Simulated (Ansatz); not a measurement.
Consider Ti.

Input

```
crystal:
  lattice:
    - [2.6313256036, 0.0, 0.0]
    - [0.0, 2.6313256036, 0.0]
    - [0.0, 0.0, 2.6313256036]
  atoms:
    - { symbol: Ti, position: [0.0, 0.0, 0.0] }
hamiltonian:
  xc: r2scan0
  pseudopotentials:
    kind: paw
    azcp:
      Ti: "pseudopotentials/Ti.paw.azcp"
basis:
  ecutwfc: 500
  fft_grid_basis: typed
kpoints:
  mp_grid: { grid: [6, 6, 6], shift: [0, 0, 0] }
magnetization:
  spin_polarized: false
scf:
  occupations: { method: fermi_dirac, width: 0.1 }
output:
  write_density: true
  write_potential: true
  elf: true
  volumetric_format: npy
```

Launched as:

```sh
ansatz run input.yaml --threads 4 --pin off --max-ram 8192MiB --backend cpu --events-out ev --progress --plain --runs-dir out
```

Below, planes, directions and counts refer to the conventional cell (a = 2.63 Å, b = 2.63 Å, c = 2.63 Å, α = 90.00°, β = 90.00°, γ = 90.00°).

Space group Pm-3m; set up as Ti, simple cubic; a generated structure, not necessarily the stable one; computed without spin polarisation.

Level of theory: DFT, r2SCAN0, plane waves (500 eV) with PAW, scalar-relativistic in Ansatz.

What will maps of the valence pseudo-density and electron localisation function show?

Ti–Ti (2.63 Å): the density is about 0.28 e/Å³ at the midpoint; the ELF is about 0.30 at the midpoint.

Does the calculation make it a metal, or give it a gap?

It is gapless in this calculation (a metal or semimetal).

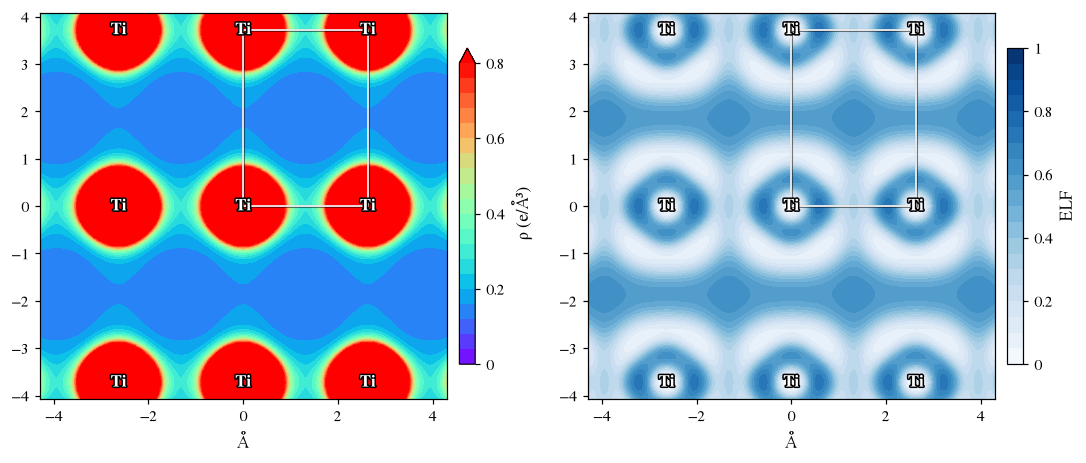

Computed valence pseudo-density and electron localisation function on the (101) plane of the conventional cell, in this order. 

Core electrons are frozen (PAW), and the valence fields are smoothed inside the atomic spheres.
